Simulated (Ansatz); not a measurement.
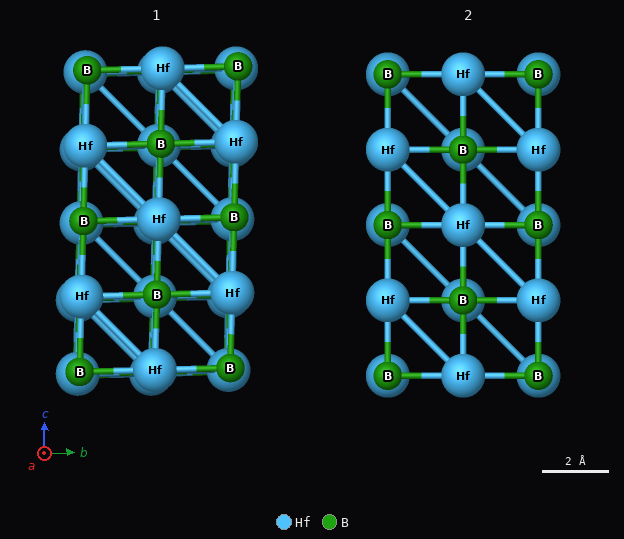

Two geometries of crystalline HfB (set up in Fm-3m) (coarse preliminary run), drawn at one scale. One is the start of a relaxation, the other its converged end. The picture is a ball-and-stick view of the conventional cell (4 times the calculation's cell), repeated 1 × 1 × 2 with one cell outlined, seen along the a axis. Lengths and directions refer to the drawn axes.

All numbers below come from DFT LDA, scalar-relativistic, plane waves, PAW (Ansatz 0.2.0). (plane-wave cutoff 420 eV; k-point mesh 2 × 2 × 2; occupations gaussian; smearing width 0.1 eV; no spin polarisation; cell relaxed at fixed volume; force threshold 0.04 eV/Å; at most 5 steps)

Q: Which of the two is the end point?

A: Structure 1 is the relaxed one. Case: input drawn at random. The atoms keep their places relative to the cell (all moves are under 0.005 Å). The drawn cell changes at constant volume: a = b = c 4.620 → 4.626 Å (+0.1 %), α 90.0° → 87.0°, β 90.0° → 87.0°, γ 90.0° → 87.0°. Some distances before and after: Hf–Hf 3.267 → 3.355 Å, Hf–Hf 3.267 → 3.185 Å. Among the angles between lasting bonds that change: Hf–B–Hf 90.0° → 93.0°, Hf–B–Hf 90.0° → 87.0°. The space group (tolerance 0.01 Å) goes from Fm-3m (No. 225) to R-3m (No. 166). After 3 accepted moves (5 points after the start) the energy has fallen by 40.6 meV per atom. All forces vanish by symmetry, so only the cell relaxes. The pressure goes from 16.91 to 14.87 GPa. The SCF was repeated twice at an unchanged geometry on a basis and grid sized afresh for the cell, which shifted the energy by 0.2 meV per atom at most.

Limits of the set-up: the k-point mesh is coarse for a cell with partly filled bands.
